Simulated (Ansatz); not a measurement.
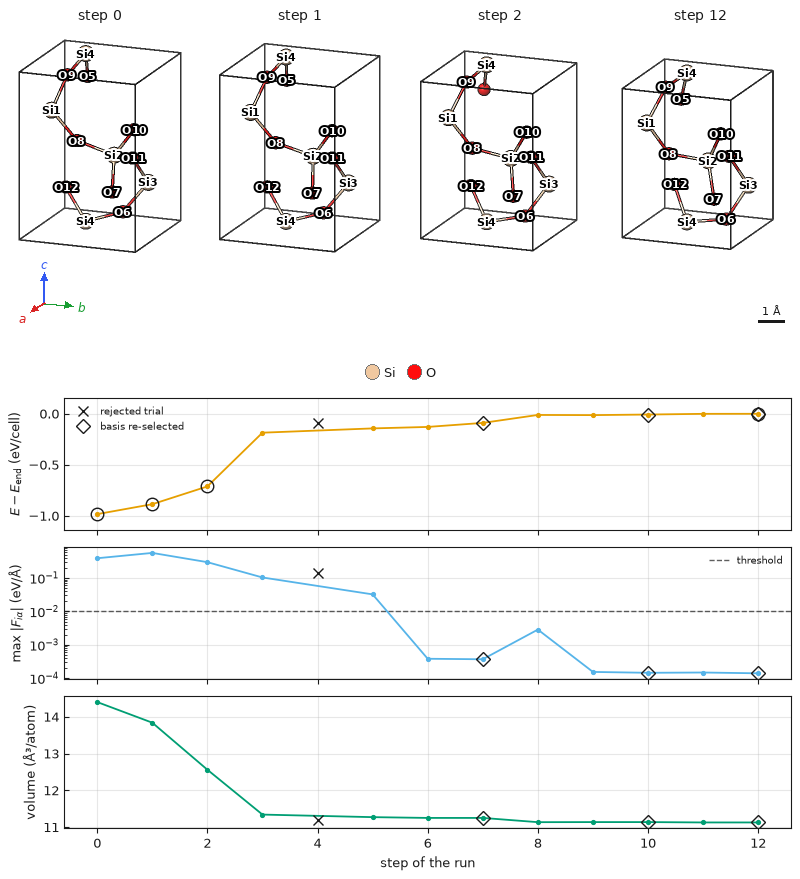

Frames of a relaxation of a crystal of SiO₂ (set up in P4_12_12), marked on the history of the run. A ball-and-stick model of the cell of the calculation, seen slightly off an axis.

The run lets cell and atoms move.

The calculation used Kohn-Sham DFT of a periodic cell, PBE, Ansatz PAW (Ansatz 0.2.0).

Input
```yaml
crystal:
  lattice:
    - [4.982, 0.0, 0.0]
    - [0.0, 4.982, 0.0]
    - [0.0, 0.0, 6.963]
  atoms:
    - { symbol: Si, position: [0.79897, 0.20103, 0.75] }
    - { symbol: Si, position: [0.70103, 0.70103, 0.5] }
    - { symbol: Si, position: [0.20103, 0.79897, 0.25] }
    - { symbol: Si, position: [0.29897, 0.29897, 0.0] }
    - { symbol: O, position: [0.10347, 0.23989, 0.82187] }
    - { symbol: O, position: [0.26011, 0.60347, 0.07187] }
    - { symbol: O, position: [0.89653, 0.76011, 0.32187] }
    - { symbol: O, position: [0.73989, 0.39653, 0.57187] }
    - { symbol: O, position: [0.60347, 0.26011, 0.92813] }
    - { symbol: O, position: [0.76011, 0.89653, 0.67813] }
    - { symbol: O, position: [0.39653, 0.73989, 0.42813] }
    - { symbol: O, position: [0.23989, 0.10347, 0.17813] }
hamiltonian:
  xc: pbe
  pseudopotentials: { kind: paw }
kpoints:
  mp_grid: { grid: [5, 5, 3] }
scf:
  occupations: { method: fermi_dirac, width: 0.05 }
output:
  forces: true
  stress: true
  eigenvalues: true
relax:
  f_tol: 0.01
  max_steps: 40
  cell: { stress_tol: 0.05, p_target: 10.0 }
```

Launched with:
```bash
ansatz run input.yaml --threads 4 --pin off --max-ram 11264MiB --backend cpu --events-out ev --progress --plain --runs-dir out
```

Q: Describe the path.

A: Over 8 accepted moves (12 points after the start) the energy rises by 0.982 eV per cell of the calculation. With the target pressure of 10 GPa, the enthalpy E + pV changes by −1.467 eV per cell of the calculation. The largest force component goes from 0.39 to 0.00014 eV/Å. The pressure goes from 6.29 to 9.99 GPa. The line search rejected the trial step at point 4 of the run. At 3 points the geometry stayed and the basis and grid were re-selected for the new cell (energy shift of 39.5 meV per cell of the calculation at most each time). The largest moves relative to the cell, 0.43 Å, are those of 8 atoms (O5, O6, O7, O8 and others). O12 goes roughly along [−1 3 2]. Largest moves by element: O 0.43 Å, Si 0.25 Å. The volume changes by −22.7 %, with a = b 4.982 → 4.646 Å (−6.7 %), c 6.963 → 6.188 Å (−11.1 %). Some distances before and after: Si1–O8 1.604 → 1.624 Å, Si1–O10 1.609 → 1.618 Å. Among the angles between lasting bonds that change: Si1–O5–Si4 146.6° → 127.5°. The space group stays P4_12_12 (No. 92). From step 0 to 1: O atoms move most (0.06 Å), volume −3.9 %, energy +97.2 meV per cell of the calculation. From step 1 to 2: O atoms move most (0.19 Å), volume −9.2 %, energy +0.174 eV per cell of the calculation. From step 2 to 12: O atoms move most (0.19 Å), volume −11.4 %, energy +0.711 eV per cell of the calculation.
